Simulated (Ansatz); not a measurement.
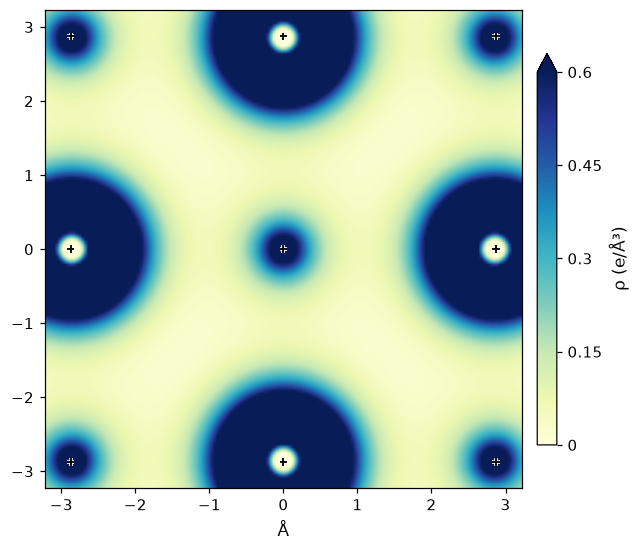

The valence charge density (pseudo) on a plane through atoms (crosses mark nuclei in the plane).

Method: DFT PBEsol, scalar-relativistic, plane waves, PAW (Ansatz 0.2.0).

Candidates:
A. HCl, a = 5.75 Å, b = 5.75 Å, c = 5.75 Å, α = 90.00°, β = 90.00°, γ = 90.00°. Space group Fm-3m; changed on purpose from its base cell (strain +0.050 along x and y, +0.050 along z, atoms carried along); computed pressure about −9 GPa in this cell.
B. Rb, a = 8.13 Å, b = 8.13 Å, c = 4.63 Å, α = 90.00°, β = 90.00°, γ = 120.00°. Space group R-3m; computed without spin polarisation.

Which candidate gave the map?

Candidate A: HCl on the (001) plane of the conventional cell, which holds H and Cl. Cl–H (2.87 Å): the density is about 0.11 e/Å³ at the midpoint.
